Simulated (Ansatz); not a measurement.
# A series of single points on CdH2O2

System: CdH2O2 (P3m1, 5 atoms in the cell).
Method: DFT PBEsol, scalar-relativistic, plane waves, PAW, no spin polarisation (Ansatz 0.2.0).

The 9 runs differ only in the geometry, by a strain of the cell at fixed fractional positions. Against run 5, the strain is εzz = η. The structure derives from a Materials Project entry.

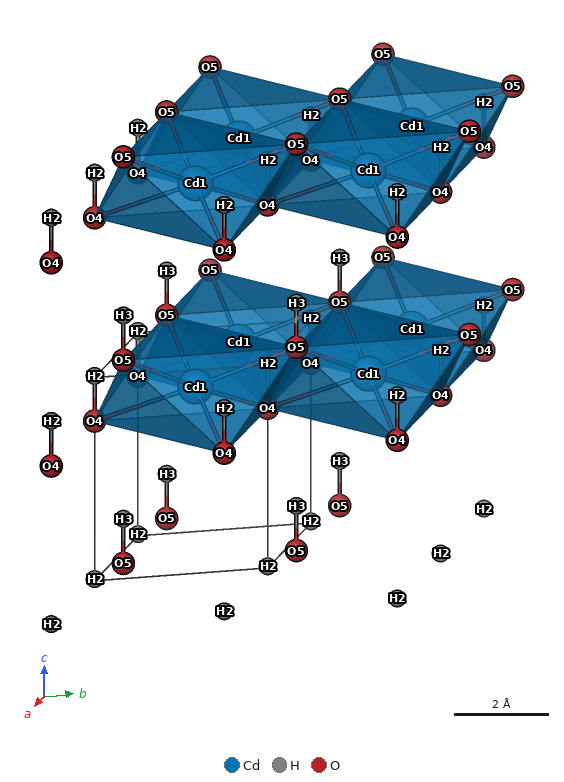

Figure 1. The structure of run 5 (polyhedral view of the cell of the calculation, repeated 2 × 2 × 2, seen slightly off an axis; polyhedra are completed across the faces of the cell; atoms are numbered from 1 in the order of the input).

**Input of run 5**
```yaml
crystal:
  lattice:
    - [3.8398216553, 0.0, 0.0]
    - [-1.9199108277, 3.3253830995, 0.0]
    - [0.0, 0.0, 4.48580693]
  atoms:
    - { symbol: Cd, position: [0.3333333333, 0.6666666667, 0.9873] }
    - { symbol: H, position: [0.0, 0.0, 0.008077] }
    - { symbol: H, position: [0.6666666667, 0.3333333333, 0.431885] }
    - { symbol: O, position: [0.0, 0.0, 0.786194] }
    - { symbol: O, position: [0.6666666667, 0.3333333333, 0.211894] }
basis:
  ecutwfc: 420
kpoints:
  mp_grid: { grid: [9, 9, 6] }
hamiltonian:
  xc: pbesol
scf:
  occupations: { method: gaussian, width: 0.05 }
output:
  forces: true
  stress: true
  eigenvalues: true
```

Command:
```bash
ansatz run input.yaml --threads 1 --pin off --max-ram 1228MiB --backend cpu --events-out ev --progress --plain --runs-dir out
```

Lattice vectors (Å) and fractional positions of run 5:
```
   3.839822    0.000000    0.000000
  -1.919911    3.325383    0.000000
   0.000000    0.000000    4.485807
Cd  0.333333  0.666667  0.987300
H   0.000000  0.000000  0.008077
H   0.666667  0.333333  0.431885
O   0.000000  0.000000  0.786194
O   0.666667  0.333333  0.211894
```

Run 6 differs from it as follows:
```diff
-    - [0.0, 0.0, 4.48580693]
+    - [0.0, 0.0, 4.53022086]
```

**Results, with one run withheld**

```csv
run,strain parameter η (%),"free energy per atom, from the lowest run given (meV)",pressure (GPa),gap on the mesh (eV)
1,−4.9505,11.27,0.30,1.14
2,−3.9604,5.28,−0.97,1.14
3,−2.9703,1.55,−2.16,1.14
4,−1.9802,0.00,−3.28,1.14
5,0.0000,2.89,−5.32,1.14
6,0.9901,?,?,?
7,1.9802,12.88,−7.13,1.13
8,2.4752,16.41,−7.55,1.13
9,2.9703,20.31,−7.95,1.13
```

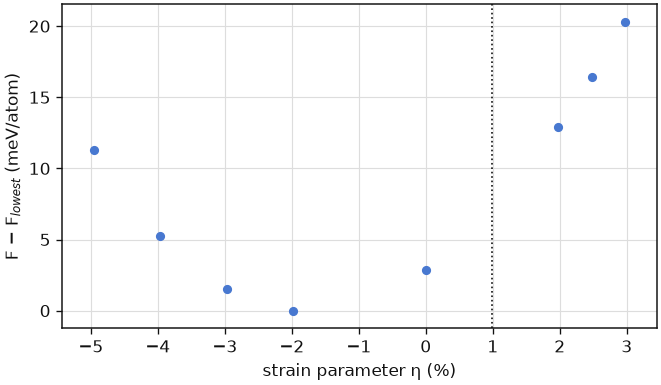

Figure 2. Free energy per atom of the runs given; the dotted line marks run 6.

What should run 6 give?

A cubic polynomial in the coordinate, fitted to the 8 runs given, misses them by at most 0.02 meV per atom. With x = η + 0.8045, it reads F = 0.78618 + 1.8287 x + 0.964 x² − 0.020964 x³ (meV per atom). At run 6 it gives 7.05 meV per atom, and the run itself gives 7.03. The fit has its minimum at η = −1.7253 %.

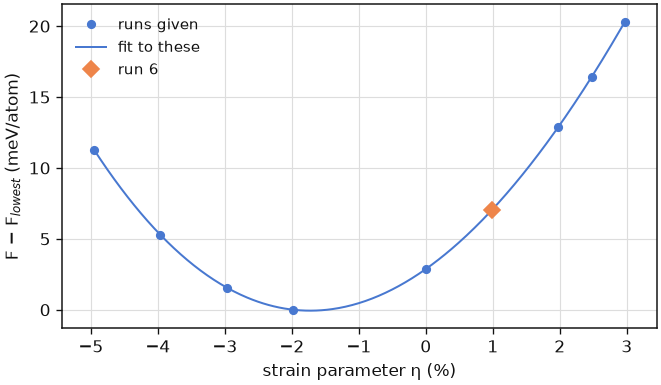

Figure 3. The fit and the withheld run.

**Output, shortened to warnings, some set-up lines, iterations and results (run 6)**
```
Basis set: ecut = 420 eV, 1131 PW (Γ), exchange–correlation on 54×54×64 points (8 copies of the dense FFT grid, shifted against one another)
Symmetry: 6 space group operations
k-points: 62 of 486 (time reversal used)
Initial density: superposition of atomic densities (neutral atoms: chi_scale 0, normalization atom), corrected by the library's trained network
[...]
SCF iter   1: F=—  HF=-9336.289824 eV  |F-HF|=—  |Δ(HF+E_count)|=         —  Δρ=1.13e-2  dr2=5.78e-2  ethr=1.77e-3  ⟨swp⟩=5.7  Hψ=5961  notcnv=0
SCF iter   2: F=—  HF=-9336.276291 eV  |F-HF|=—  |Δ(HF+E_count)|=   1.35e-2  Δρ=3.33e-3  dr2=4.46e-3  ethr=1.70e-4  ⟨swp⟩=2.1  Hψ=2477  notcnv=0  defer=62
SCF iter   3: F=—  HF=-9336.275625 eV  |F-HF|=—  |Δ(HF+E_count)|=   6.66e-4  Δρ=1.55e-3  dr2=1.24e-3  ethr=1.31e-5  ⟨swp⟩=2.5  Hψ=1956  notcnv=0
SCF iter   4: F=—  HF=-9336.275541 eV  |F-HF|=—  |Δ(HF+E_count)|=   8.31e-5  Δρ=5.20e-4  dr2=1.64e-4  ethr=3.65e-6  ⟨swp⟩=2.2  Hψ=1643  notcnv=0
SCF iter   5: F=—  HF=-9336.275544 eV  |F-HF|=—  |Δ(HF+E_count)|=   2.66e-6  Δρ=1.43e-4  dr2=1.12e-5  ethr=4.81e-7  ⟨swp⟩=2.3  Hψ=2040  notcnv=0
SCF iter   6: F=—  HF=-9336.275551 eV  |F-HF|=—  |Δ(HF+E_count)|=   7.31e-6  Δρ=1.34e-4  dr2=8.83e-6  ethr=3.29e-8  ⟨swp⟩=2.0  Hψ=2108  notcnv=0
SCF iter   7: F=—  HF=-9336.275551 eV  |F-HF|=—  |Δ(HF+E_count)|=   3.84e-7  Δρ=2.06e-5  dr2=1.38e-7  ethr=2.60e-8  ⟨swp⟩=2.0  Hψ=1673  notcnv=0
SCF iter   8: F=-9336.275551 eV  HF=-9336.275551 eV  |F-HF|=7.11e-9  |Δ(HF+E_count)|=   2.98e-7  Δρ=4.93e-6  dr2=1.28e-8  ethr=2.94e-10  ⟨swp⟩=5.9  Hψ=5481  notcnv=0
SCF 1 converged in 8 iterations: F = -9336.275551 eV  dr2 = 1.28e-8
SCF converged after 8 iterations
Free energy (F): -9336.275551 eV
Harris-Foulkes:  -9336.275551 eV  (|F-HF|=7.11e-9)
Internal energy: -9336.275551 eV  (E = F + TS)
E sigma→0 (E₀):  -9336.275551 eV
Fermi energy:    4.733395 eV
--- Per-component energies (eV) ---
  E_band       = -588.580316
  E_kinetic    = 876.990408
  E_local      = -4870.990596  (includes V_loc(G=0)·N_el)
  E_nonlocal   = 138.789780
  E_hartree    = 2154.434989
  E_xc         = -335.651026
  E_vxc        = -426.692787  (∫ρ·V_xc dr)
  E_paw        = -4321.418523  (= ΣΔE_a)
  E_vpaw       = -615.549629  (= ΣTr[D̂ρ^β])
  E_aug_tail   = 0.002465  (compensation charges beyond the density's cutoff)
  E_ewald      = -2978.845584
  E_core_change = 0.412536  (= ΣΔE_core)
  E_smearing   = -0.000000  (= −TS)
  E_closure    = 0.000000  (closes the sum)
  Σ components = -9336.275551   (vs F -9336.275551, Δ=0.00e0)
--- Forces (eV/Å), atoms counted from 1 ---
  atom   1  Cd     0.00000000     0.00000000    -0.02457414
  atom   2  H      0.00000000    -0.00000000    -0.61577824
  atom   3  H      0.00000000    -0.00000000    -0.81671394
  atom   4  O     -0.00000000     0.00000000     1.14034206
  atom   5  O     -0.00000000     0.00000000     0.31680627
  max |Σ_I F_I| component: 8.20e-5 eV/Å
--- Stress (GPa, compression-positive) ---
       -5.829789      -0.000000       0.000000
       -0.000000      -5.829789       0.000000
        0.000000       0.000000      -7.104281
  P = ⅓ Tr σ = -6.2546 GPa (-62.546 kbar)
```
